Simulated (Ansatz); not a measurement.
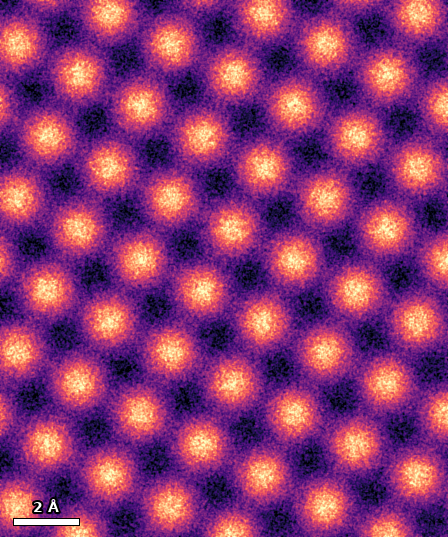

HAADF-like image of Cd (Fm-3m, No. 225). Simulated incoherent Z contrast: every atom adds Z^1.7 spread by a probe of 1.30 Å full width; channelling and multiple scattering are left out. The probe carries 25 % of its weight in a tail 2.5 times as wide. The display is stretched by a gamma of 0.8; percentages refer to the linear signal. Shot noise was added. Structure: the geometry relaxed with Ansatz 0.2.0, DFT, LDA (PW92), plane waves (420 eV) with PAW, scalar-relativistic; the starting structure was generated, so it need not be a known form of this composition.

```xyz
4
Lattice="4.3058 0.0000 0.0000 0.0000 4.3058 0.0000 0.0000 0.0000 4.3058" Properties=species:S:1:pos:R:3 pbc="T T T"
Cd    0.0000    0.0000    0.0000
Cd    0.0000    2.1529    2.1529
Cd    2.1529    0.0000    2.1529
Cd    2.1529    2.1529    0.0000
```

> Along which zone axis is the crystal seen: [211], [111], [001] or [210]? (Directions equivalent by symmetry count as one.)

[001]. The projected cells are 1.52 × 2.49 Å, 90° for [211]; 1.76 × 1.76 Å, 120° for [111]; 2.15 × 2.15 Å, 90° for [001]; 0.96 × 2.15 Å, 90° for [210], and the image repeats as the [001] one does.
